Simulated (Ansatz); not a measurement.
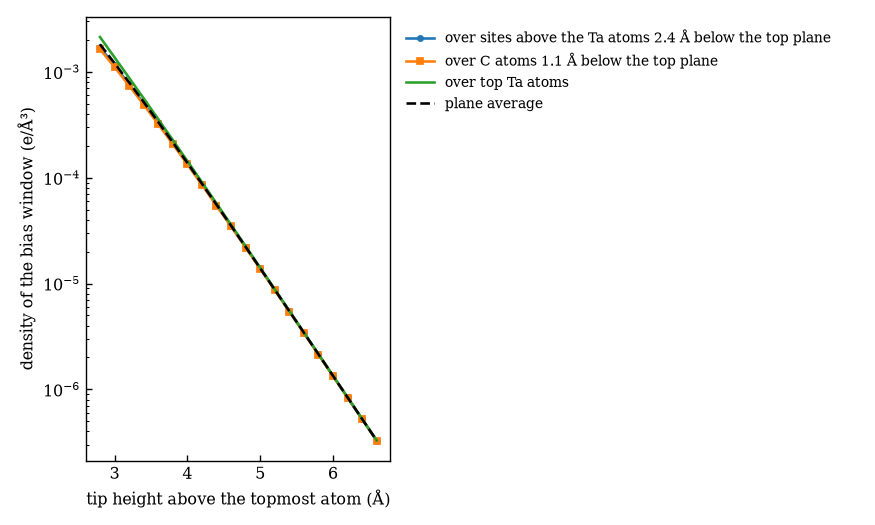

Approach curves over TaC(111) (Fm-3m bulk, 9 atomic planes (those closer than 0.6 Å count as one), 10 Å, Ta-terminated, slab composition Ta5C4) at a sample bias of +1.00 V.

Tersoff–Hamann simulation (s-wave tip); biases are sample biases. Bias windows are sharp sums over the levels of the k mesh.

These are results of DFT LDA, scalar-relativistic, plane waves, PAW (Ansatz), not measurements. Cutoff 420 eV, 21 × 21 k-points, Gaussian smearing 0.1 eV, dipole correction. The slab is a cut without reconstruction beyond its cell, at the source's lattice constants, with its lower half held fixed and the rest relaxed. No spin polarisation; a magnetic state wasn't tried and may lie lower. Spin–orbit coupling is left out; with Ta it can shift levels and gaps. The run couldn't confirm all of its levels under its output density. The run warns that the functional's potential is rough in the thin density of the vacuum, where the tip is; weak contrasts and barriers may feel it. On this mesh the free atoms still feel up to 0.08 eV/Å.

### Estimate the decay constant and the apparent barrier, and compare with the vacuum level, which the run puts 4.95 eV above zero bias.

Near 4 Å the plane average falls as exp(−2.24 z/Å), a factor of 9.4 per ångström, which gives an apparent barrier of 4.8 eV (0.952 eV Å² times the slope squared). The upper edge of the window lies 3.95 eV under the vacuum level. The apparent barrier is above 3.95 eV. At 4 Å the 0.50 eV of states nearest the upper edge carry 43 % of the density.
